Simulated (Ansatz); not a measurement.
# Ta2N: what the fields show

The calculation's input:

```
crystal:
  lattice:
    - [3.112861506, 0.0, 0.0]
    - [-1.556430753, 2.6958171426, 0.0]
    - [0.0, 0.0, 4.869841]
  atoms:
    - { symbol: Ta, position: [0.3333333333, 0.6666666667, 0.254711] }
    - { symbol: Ta, position: [0.6666666667, 0.3333333333, 0.745289] }
    - { symbol: "N", position: [0.0, 0.0, 0.0] }
hamiltonian:
  xc: pbesol
  pseudopotentials: { kind: paw }
kpoints:
  mp_grid: { grid: [10, 10, 6] }
scf:
  occupations: { method: fermi_dirac, width: 0.05 }
output:
  forces: true
  stress: true
  eigenvalues: true
  write_density: true
  write_potential: true
  elf: true
  volumetric_format: npy
relax:
  f_tol: 0.01
  max_steps: 40
  cell: { stress_tol: 0.05, p_target: 5.0 }
```

Run with:

```sh
ansatz run input.yaml --threads 2 --pin off --max-ram 5632MiB --backend cpu --events-out ev --progress --plain --runs-dir out
```

Below, planes, directions and counts refer to the conventional cell (a = 3.06 Å, b = 3.06 Å, c = 4.81 Å, α = 90.00°, β = 90.00°, γ = 120.00°).

The fields are those of the run's last geometry, not of the input's.

Space group P-3m1; a structure from a database of computed crystals, not necessarily the ambient phase; computed pressure about 5 GPa in this cell.

Theory: Kohn-Sham DFT of a periodic cell, PBEsol, Ansatz PAW in Ansatz.

Core electrons are frozen (PAW), and the valence fields are smoothed inside the atomic spheres.

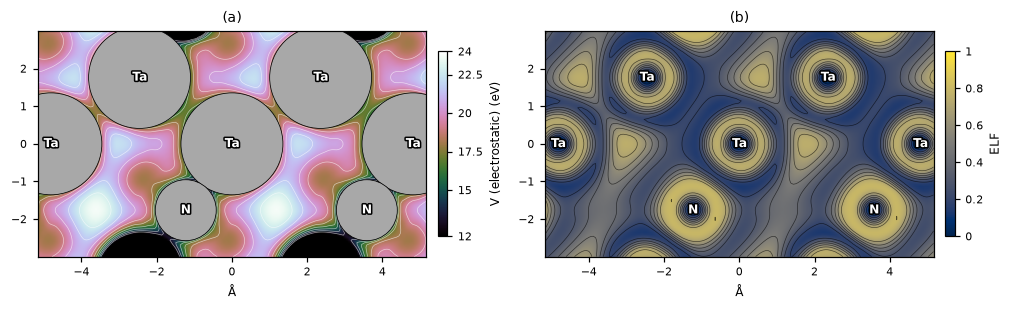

Figure 1. (a) electrostatic potential (local pseudopotential plus Hartree) felt by an electron; (b) ELF on the (110) plane of the conventional cell. Grey discs cover the atomic cores in the potential map.

What do the fields say about this system?

Answer.
- Atoms in the plane: Ta and N.
- Ta–N (2.15 Å): the ELF peaks at about 0.80 in the valence shell of N, 0.6 Å from its nucleus, and drops to about 0.20 between the two atoms; no localised pair shows between them.
- Ta–Ta (2.94 Å): the ELF is about 0.35 at the midpoint.
- Ta–Ta (3.02 Å): the ELF is about 0.20 at the midpoint: no shared electron pair shows on this line.
- The ELF has a maximum of about 0.75 in the space between the atoms, 1.8 Å from four Ta atoms, on no atom or two-centre bond.
- The features right at Ta lie inside the PAW spheres, where the map follows smoothed inner orbitals and isn't to be read closely.
- Outside the cores the potential energy rises away from the atoms and is highest about 2.1 Å from the nearest atoms; its zero is arbitrary.

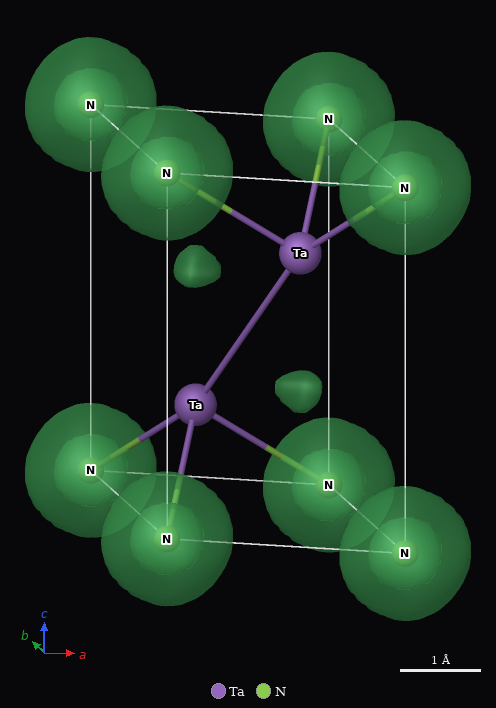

Figure 2. Isosurface of the electron localisation function at 0.7 (green), seen at an oblique angle. Core shells and regions of very low density are left out. Sticks mark near contacts.

Identify the bonds, lone pairs and shells in this picture.

Answer. At this value the surface marks out one region wrapped around N (its valence shell) and two pockets between the atoms, centred on no nucleus (multi-centre or interstitial), counted in one cell of 3 atoms. Regions shared between cells count once.

Metal or insulator at this level of theory?

Answer. It is metallic or semimetallic at this level of theory: no gap opens; semilocal functionals without U, or without the true magnetic order, often close the gap of such compounds.
